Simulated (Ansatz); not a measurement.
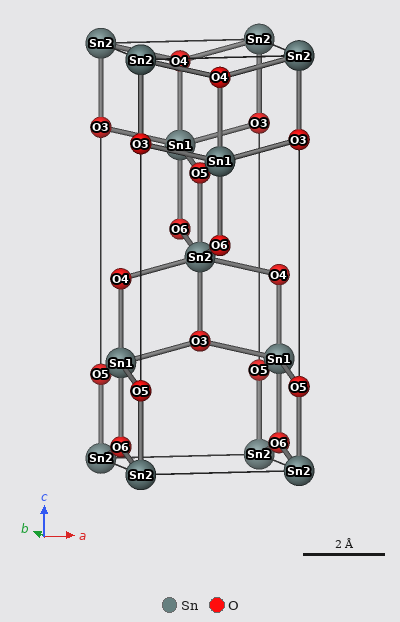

Figure 1. The input geometry (ball-and-stick view of the cell 2 times as large as that of the calculation, set on its symmetry axes, seen at an oblique angle; atoms are numbered from 1 in the order of the input). An atom can appear more than once, as a periodic image.

# Run report: SnO2, geometry relaxation (part 1 of 2)

- system: SnO2 (I4₁/amd, 6 atoms in the cell)
- method: DFT, r2SCAN, plane waves, PAW, no spin polarisation (Ansatz 0.2.0)

The structure derives from a Materials Project entry. The geometry comes from this level: PBE. Figures and captions count atoms from 1; the log counts them from 0 in places.

## Input file
```yaml
crystal:
  lattice:
    - [-2.026127076, 2.026127076, 5.1814037931]
    - [2.026127076, -2.026127076, 5.1814037931]
    - [2.026127076, 2.026127076, -5.1814037931]
  atoms:
    - { symbol: Sn, position: [0.75, 0.25, 0.5] }
    - { symbol: Sn, position: [0.0, 0.0, 0.0] }
    - { symbol: O, position: [0.7975941557, 0.7975941557, 0.0] }
    - { symbol: O, position: [0.9524058443, 0.4524058443, 0.5] }
    - { symbol: O, position: [0.2024058443, 0.2024058443, 0.0] }
    - { symbol: O, position: [0.5475941557, 0.0475941557, 0.5] }
kpoints:
  mp_grid: { grid: [8, 8, 8] }
hamiltonian:
  xc: r2scan
scf:
  occupations: { method: fermi_dirac, width: 0.02 }
relax:
  f_tol: 0.005
  cell: {}
output:
  write_density: true
  write_potential: true
  elf: true
  volumetric_format: npy
```

Machine: 4 threads of Arm Neoverse V2, 24 GiB of memory available, shared host.

Run as:
```bash
ansatz run input.yaml --threads 4 --pin off --max-ram 6451MiB --backend cpu --events-out ev --progress --plain --runs-dir out
```

## Log
```
Engine: ansatz 0.2.0, aarch64-unknown-linux-gnu
Pseudopotentials: kind: paw
Pseudopotential: Sn, paw, valence charge 14, recommended cutoff 500 eV (meta_gga), Sn.paw.azcp
Pseudopotential: O, paw, valence charge 6, recommended cutoff 500 eV (meta_gga), O.paw.azcp
Functional definition: r2SCAN
  parameter k0 = 0.174
  parameter k1 = 0.065
  parameter a1 = 4.9479
  exchange = r2scan_x(k0 = k0, k1 = k1, a1 = a1)
  correlation = r2scan_c
Crystal: 6 atoms, lattice volume = 85.083 Å³
Basis set: ecut = 500 eV, 2163 PW (Γ), exchange–correlation on 180×180×180 points (64 copies of the dense FFT grid, shifted against one another)
Bands: 32, of which v1, the nominal top of the filled ones, is band 26 counted from 1 (25 counted from 0)
Symmetry: 16 space group operations
Space group: I41/amd (ITA 141), of the structure as read, at distance tolerance 4.4e-5 Å
k-points: 59 of 512
Non-local potential: Sn, projectors of the file, l = 0: 2, l = 1: 2, l = 2: 2, l = 3: 2
Non-local potential: O, projectors of the file, l = 0: 2, l = 1: 2, l = 2: 1
PAW form: soft (Blöchl's): semilocal exchange-correlation on the pseudo side does not see the compensation charge
PAW frozen core: Sn, regenerated for the run's functional (the file was generated under x = pbe(κ = 0.804, μ = 0.2195149727645171), c = pbe(β = 0.06672455060314922))
PAW frozen core: O, regenerated for the run's functional (the file was generated under x = pbe(κ = 0.804, μ = 0.2195149727645171), c = pbe(β = 0.06672455060314922))
PAW one-centre angular grid: Sn, 590 points (default); XC on 249 of its mesh's 2787 points in the sphere
PAW one-centre angular grid: O, 302 points (default); XC on 160 Gauss nodes
Initial density: superposition of atomic densities (neutral atoms: chi_scale 0, normalization atom), corrected by the library's trained network
Initial wavefunctions: pseudopotential atomic-orbital guess
Functional: x = r2scan, c = r2scan; τ floored in thin density (d = 2e-4 eV/Å³)
SCF iter   1: F=—  HF=-14351.746924 eV  |F-HF|=—  |Δ(HF+E_count)|=         —  Δρ=1.09e-2  dr2=7.83e-2  dr2_τ=2.48e-1  ethr=1.77e-3  ⟨swp⟩=6.4  Hψ=8324  notcnv=0  defer=1
preconditioner: auto → Resta (q_TF=auto, 2.513 Å⁻¹)  ε∞=3.1  [insulator: Δε(μ)=2.007 eV  Ē_g=20.103 eV  σ=0.020 eV  W_gap=1.00  n_scr=32 (ndim 8)  ℏωp=29.0 eV  f_vac=0.148  D(μ)=0.00/eV (n_scr^D=0)  ε∞_Penn≈3.1]
SCF iter   2: F=—  HF=-14351.841456 eV  |F-HF|=—  |Δ(HF+E_count)|=   9.45e-2  Δρ=6.15e-3  dr2=1.64e-2  dr2_τ=1.60e-3  ethr=1.51e-4  ⟨swp⟩=2.8  Hψ=3626  notcnv=0  defer=111
SCF iter   3: F=—  HF=-14351.841134 eV  |F-HF|=—  |Δ(HF+E_count)|=   3.22e-4  Δρ=1.45e-3  dr2=1.59e-3  dr2_τ=1.82e-4  ethr=3.15e-5  ⟨swp⟩=2.0  Hψ=2020  notcnv=0  defer=111
SCF iter   4: F=—  HF=-14351.841050 eV  |F-HF|=—  |Δ(HF+E_count)|=   8.38e-5  Δρ=3.17e-4  dr2=7.10e-5  dr2_τ=6.18e-6  ethr=3.05e-6  ⟨swp⟩=2.1  Hψ=2796  notcnv=0  defer=111
SCF iter   5: F=—  HF=-14351.841065 eV  |F-HF|=—  |Δ(HF+E_count)|=   1.43e-5  Δρ=9.71e-5  dr2=1.14e-5  dr2_τ=4.48e-7  ethr=1.36e-7  ⟨swp⟩=2.0  Hψ=2612  notcnv=0  defer=111
SCF iter   6: F=—  HF=-14351.841063 eV  |F-HF|=—  |Δ(HF+E_count)|=   1.33e-6  Δρ=3.39e-5  dr2=1.12e-6  dr2_τ=4.61e-8  ethr=2.19e-8  ⟨swp⟩=3.0  Hψ=3296  notcnv=0  defer=111
SCF iter   7: F=-14351.841063 eV  HF=-14351.841063 eV  |F-HF|=1.75e-8  |Δ(HF+E_count)|=   4.17e-8  Δρ=7.37e-6  dr2=4.98e-8  dr2_τ=2.73e-9  ethr=1.92e-10  ⟨swp⟩=8.0  Hψ=13472  notcnv=0
SCF 1 converged in 7 iterations: F = -14351.841063 eV  dr2 = 4.98e-8
  greatest PAW one-centre occupation: 0.995 electrons in one spin orbital (limit 2), on the Sn atom at site 1 (counted from 0), in its partial waves of l = 2
relax step   1: F+E_penalty+E_count = -14351.84106334 eV  Δ(F+E_penalty+E_count) = +0.000e0 eV  max|allowed force component| = 9.767e-2 eV/Å  Δτ_max = 0.0000 Å  P = -6.610 GPa  Ω = 85.083 Å³  (7 SCF iters, dr2 threshold 1.00e-7 eV, accepted)
Crystal: 6 atoms, lattice volume = 81.627 Å³
Basis set: ecut = 500 eV, 2091 PW (Γ), exchange–correlation on 180×180×180 points (64 copies of the dense FFT grid, shifted against one another)
Initial density: handed on by an earlier stage of this run
Initial wavefunctions: those handed on with the density
iter 1 solved again at ethr=5.10e-5 eV; its pass at ethr=3.10e-3 eV (dr2=2.65e-2 eV) is discarded
SCF iter   1: F=—  HF=-14351.881437 eV  |F-HF|=—  |Δ(HF+E_count)|=         —  Δρ=5.97e-3  dr2=2.57e-2  dr2_τ=7.70e-2  ethr=5.10e-5  ⟨swp⟩=2.3  Hψ=10145  notcnv=0
preconditioner: auto → Resta (q_TF=auto, 2.531 Å⁻¹)  ε∞=3.1  [insulator: Δε(μ)=2.330 eV  Ē_g=20.488 eV  σ=0.020 eV  W_gap=1.00  n_scr=24 (ndim 8)  ℏωp=29.6 eV  f_vac=0.133  D(μ)=0.00/eV (n_scr^D=0)  ε∞_Penn≈3.1]
SCF iter   2: F=—  HF=-14351.914597 eV  |F-HF|=—  |Δ(HF+E_count)|=   3.32e-2  Δρ=2.53e-3  dr2=4.69e-3  dr2_τ=2.94e-4  ethr=4.94e-5  ⟨swp⟩=3.0  Hψ=3496  notcnv=0
SCF iter   3: F=—  HF=-14351.914420 eV  |F-HF|=—  |Δ(HF+E_count)|=   1.78e-4  Δρ=8.00e-4  dr2=3.83e-4  dr2_τ=3.15e-5  ethr=9.01e-6  ⟨swp⟩=3.0  Hψ=3777  notcnv=0
SCF iter   4: F=—  HF=-14351.914483 eV  |F-HF|=—  |Δ(HF+E_count)|=   6.32e-5  Δρ=3.19e-4  dr2=9.27e-5  dr2_τ=6.65e-6  ethr=7.37e-7  ⟨swp⟩=2.7  Hψ=3250  notcnv=0
SCF iter   5: F=—  HF=-14351.914469 eV  |F-HF|=—  |Δ(HF+E_count)|=   1.34e-5  Δρ=1.06e-4  dr2=7.45e-6  dr2_τ=7.83e-7  ethr=1.78e-7  ⟨swp⟩=2.0  Hψ=2748  notcnv=0
SCF iter   6: F=—  HF=-14351.914469 eV  |F-HF|=—  |Δ(HF+E_count)|=   7.60e-8  Δρ=3.47e-5  dr2=8.10e-7  dr2_τ=3.25e-8  ethr=1.43e-8  ⟨swp⟩=3.0  Hψ=3431  notcnv=0
SCF iter   7: F=-14351.914470 eV  HF=-14351.914470 eV  |F-HF|=5.19e-9  |Δ(HF+E_count)|=   2.00e-7  Δρ=3.22e-6  dr2=8.68e-9  dr2_τ=3.24e-10  ethr=1.15e-9  ⟨swp⟩=9.8  Hψ=12902  notcnv=0
SCF 2 converged in 7 iterations: F = -14351.914470 eV  dr2 = 8.68e-9
  greatest PAW one-centre occupation: 0.996 electrons in one spin orbital (limit 2), on the Sn atom at site 1 (counted from 0), in its partial waves of l = 2
relax step   2: F+E_penalty+E_count = -14351.91446960 eV  Δ(F+E_penalty+E_count) = -7.341e-2 eV  max|allowed force component| = 4.128e-2 eV/Å  Δτ_max = 0.0128 Å  P = +0.015 GPa  Ω = 81.627 Å³  energy of the carried Pulay correction = +1.426e-3 eV  (7 SCF iters, dr2 threshold 6.00e-7 eV, accepted)
Crystal: 6 atoms, lattice volume = 81.603 Å³
iter 1 solved again at ethr=1.08e-8 eV; its pass at ethr=3.10e-3 eV (dr2=5.62e-6 eV) is discarded
SCF iter   1: F=—  HF=-14351.914808 eV  |F-HF|=—  |Δ(HF+E_count)|=         —  Δρ=1.68e-4  dr2=9.89e-6  dr2_τ=1.47e-4  ethr=1.08e-8  ⟨swp⟩=3.0  Hψ=10304  notcnv=0
preconditioner: auto → Resta (q_TF=auto, 2.531 Å⁻¹)  ε∞=3.1  [insulator: Δε(μ)=2.334 eV  Ē_g=20.422 eV  σ=0.020 eV  W_gap=1.00  n_scr=24 (ndim 8)  ℏωp=29.6 eV  f_vac=0.141  D(μ)=0.00/eV (n_scr^D=0)  ε∞_Penn≈3.1]
SCF iter   2: F=—  HF=-14351.914839 eV  |F-HF|=—  |Δ(HF+E_count)|=   3.04e-5  Δρ=7.93e-5  dr2=2.66e-6  dr2_τ=3.34e-7  ethr=1.08e-8  ⟨swp⟩=2.0  Hψ=3421  notcnv=0
SCF iter   3: F=-14351.914839 eV  HF=-14351.914839 eV  |F-HF|=8.00e-8  |Δ(HF+E_count)|=   2.58e-7  Δρ=1.95e-5  dr2=1.06e-7  dr2_τ=2.39e-8  ethr=1.15e-9  ⟨swp⟩=7.7  Hψ=13464  notcnv=0
SCF 3 converged in 3 iterations: F = -14351.914839 eV  dr2 = 1.06e-7
relax step   3: F+E_penalty+E_count = -14351.91483866 eV  Δ(F+E_penalty+E_count) = -3.691e-4 eV  max|allowed force component| = 1.593e-2 eV/Å  Δτ_max = 0.0007 Å  P = +0.000 GPa  Ω = 81.603 Å³  energy of the carried Pulay correction = +1.436e-3 eV  (3 SCF iters, dr2 threshold 6.00e-7 eV, accepted)
Crystal: 6 atoms, lattice volume = 81.591 Å³
iter 1 solved again at ethr=1.33e-8 eV; its pass at ethr=3.10e-3 eV (dr2=6.91e-6 eV) is discarded
SCF iter   1: F=—  HF=-14351.914919 eV  |F-HF|=—  |Δ(HF+E_count)|=         —  Δρ=1.68e-4  dr2=8.34e-6  dr2_τ=1.11e-4  ethr=1.33e-8  ⟨swp⟩=3.0  Hψ=10362  notcnv=0
preconditioner: auto → Resta (q_TF=auto, 2.531 Å⁻¹)  ε∞=3.1  [insulator: Δε(μ)=2.330 eV  Ē_g=20.421 eV  σ=0.020 eV  W_gap=1.00  n_scr=24 (ndim 8)  ℏωp=29.6 eV  f_vac=0.141  D(μ)=0.00/eV (n_scr^D=0)  ε∞_Penn≈3.1]
SCF iter   2: F=—  HF=-14351.914985 eV  |F-HF|=—  |Δ(HF+E_count)|=   6.66e-5  Δρ=8.22e-5  dr2=2.55e-6  dr2_τ=2.65e-7  ethr=1.33e-8  ⟨swp⟩=2.0  Hψ=3422  notcnv=0
SCF iter   3: F=-14351.914986 eV  HF=-14351.914986 eV  |F-HF|=2.69e-7  |Δ(HF+E_count)|=   6.95e-7  Δρ=2.09e-5  dr2=1.28e-7  dr2_τ=2.89e-8  ethr=3.69e-10  ⟨swp⟩=7.6  Hψ=13515  notcnv=0
SCF 4 converged in 3 iterations: F = -14351.914986 eV  dr2 = 1.28e-7
relax step   4: F+E_penalty+E_count = -14351.91498644 eV  Δ(F+E_penalty+E_count) = -1.478e-4 eV  max|allowed force component| = 1.107e-3 eV/Å  Δτ_max = 0.0005 Å  P = +0.000 GPa  Ω = 81.591 Å³  energy of the carried Pulay correction = +1.441e-3 eV  (3 SCF iters, dr2 threshold 1.92e-7 eV, accepted)
Initial wavefunctions: pseudopotential atomic-orbital guess (no wavefunctions were taken with the density)
iter 1 solved again at ethr=4.99e-8 eV; its pass at ethr=3.10e-3 eV (dr2=2.59e-5 eV) is discarded
SCF iter   1: F=—  HF=-14351.913433 eV  |F-HF|=—  |Δ(HF+E_count)|=         —  Δρ=1.14e-4  dr2=1.07e-6  dr2_τ=4.06e-6  ethr=4.99e-8  ⟨swp⟩=3.4  Hψ=14119  notcnv=0
preconditioner: auto → Resta (q_TF=auto, 2.531 Å⁻¹)  ε∞=3.1  [insulator: Δε(μ)=2.331 eV  Ē_g=20.421 eV  σ=0.020 eV  W_gap=1.00  n_scr=24 (ndim 8)  ℏωp=29.6 eV  f_vac=0.142  D(μ)=0.00/eV (n_scr^D=0)  ε∞_Penn≈3.1]
SCF iter   2: F=—  HF=-14351.913442 eV  |F-HF|=—  |Δ(HF+E_count)|=   9.51e-6  Δρ=5.98e-5  dr2=3.18e-7  dr2_τ=3.24e-7  ethr=2.07e-9  ⟨swp⟩=2.3  Hψ=2664  notcnv=0
SCF iter   3: F=—  HF=-14351.913443 eV  |F-HF|=—  |Δ(HF+E_count)|=   6.56e-7  Δρ=8.78e-6  dr2=3.89e-8  dr2_τ=7.97e-9  ethr=6.11e-10  ⟨swp⟩=2.0  Hψ=2831  notcnv=0
SCF iter   4: F=—  HF=-14351.913443 eV  |F-HF|=—  |Δ(HF+E_count)|=   6.69e-9  Δρ=1.45e-6  dr2=1.24e-9  dr2_τ=8.85e-11  ethr=7.48e-11  ⟨swp⟩=2.1  Hψ=2619  notcnv=0
SCF iter   5: F=—  HF=-14351.913443 eV  |F-HF|=—  |Δ(HF+E_count)|=   1.35e-9  Δρ=4.99e-7  dr2=1.23e-10  dr2_τ=1.37e-11  ethr=2.39e-12  ⟨swp⟩=2.0  Hψ=2773  notcnv=0
SCF iter   6: F=-14351.913443 eV  HF=-14351.913443 eV  |F-HF|=5.46e-12  |Δ(HF+E_count)|=  1.07e-10  Δρ=1.19e-7  dr2=6.55e-12  dr2_τ=6.53e-13  ethr=1.00e-12  ⟨swp⟩=7.0  Hψ=9227  notcnv=0
SCF 5 converged in 6 iterations: F = -14351.913443 eV  dr2 = 6.55e-12
relax step   5: F+E_penalty+E_count = -14351.91344289 eV  Δ(F+E_penalty+E_count) = +1.544e-3 eV  max|allowed force component| = 9.957e-4 eV/Å  Δτ_max = 0.0000 Å  P = +0.013 GPa  Ω = 81.591 Å³  stress off target by 2.10e-2 GPa  SCF on the basis re-selected at this cell (its energy is not comparable with the rows above)  (6 SCF iters)
```

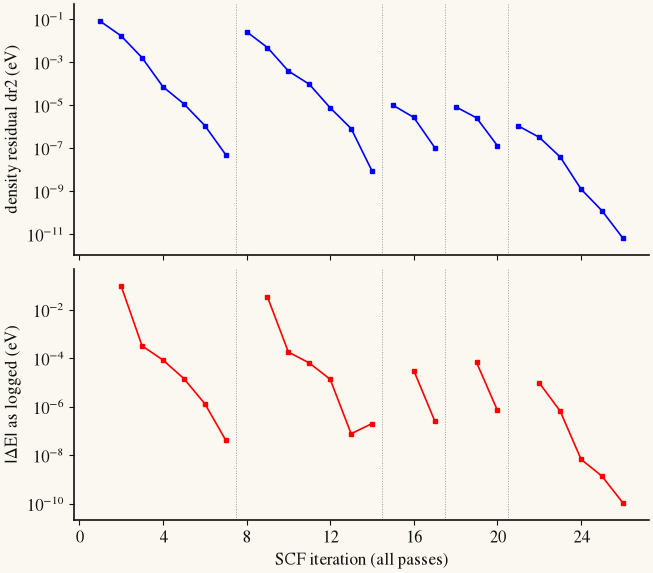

Figure 2. Convergence of the self-consistent field: density residual dr2 and size of the energy change against the SCF iteration. The dotted lines part the SCF passes of the relaxation: geometry steps, rejected trials and re-solves on a re-selected basis. The 5 passes take 3 to 7 iterations each, 26 in all.

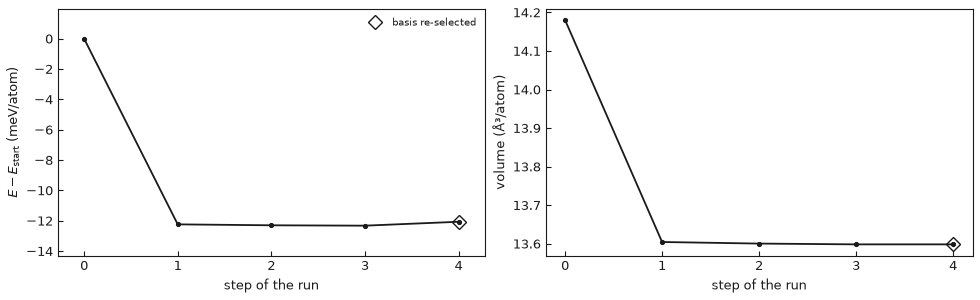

Figure 3. Progress of the relaxation, step by step (the first geometry is step 0 here and step 1 in the log).

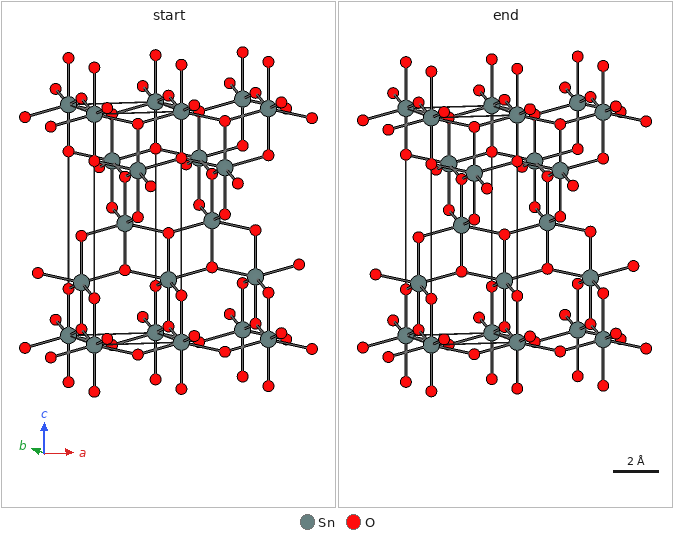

Figure 4. Before (left) and after (right) the relaxation, at one scale (ball-and-stick view of the cell 2 times as large as that of the calculation, set on its symmetry axes, repeated 2 × 1 × 1, with bonded neighbours outside it, seen slightly off an axis). The energy falls by 12.3 meV per atom in 3 geometry steps. Largest force component: 0.098 eV/Å at the start, 0.001 eV/Å at the end. The pressure goes from −6.61 to 0.01 GPa. The largest moves relative to the cell, 0.013 Å, are those of O3, O4, O5 and O6. Sn stays in place. The drawn cell changes as follows: a = b 4.052 → 3.999 Å (−1.3 %), c 10.363 → 10.203 Å (−1.5 %); the volume changes by −4.1 %. Among the contacts that change: Sn1–O3 2.085 → 2.055 Å, Sn1–O4 2.097 → 2.078 Å. The space group stays I4_1/amd (No. 141). A last SCF at the same geometry on a re-selected plane-wave basis shifts the energy by +0.3 meV per atom. (Atoms are counted from 1 in the order of the input.)

```
basis re-selected at this cell: Δ(F+E_penalty+E_count) = +1.544e-3 eV, ΔP = +0.012 GPa vs the last step (what re-selecting the basis moved, of the pressure what is left beyond the Pulay correction that the steps carried, after the strain that the cell walked since its last selection, with what the two solves' SCF thresholds leave and, on support functions, any second-order correction that the steps lacked; it is no measure of the basis error at this ecutwfc). This SCF's stress stands 2.10e-2 GPa from its target on what of the cell is left free (relax.cell.stress_tol is 5.00e-2 GPa) and its largest allowed force component is 9.96e-4 eV/Å (relax.f_tol is 5.00e-3 eV/Å): within both
SCF converged after 6 iterations
Free energy (F): -14351.913443 eV
Harris-Foulkes:  -14351.913443 eV  (|F-HF|=5.46e-12)
Internal energy: -14351.913443 eV  (E = F + TS)
E sigma→0 (E₀):  -14351.913443 eV
Fermi energy:    7.814821 eV
```
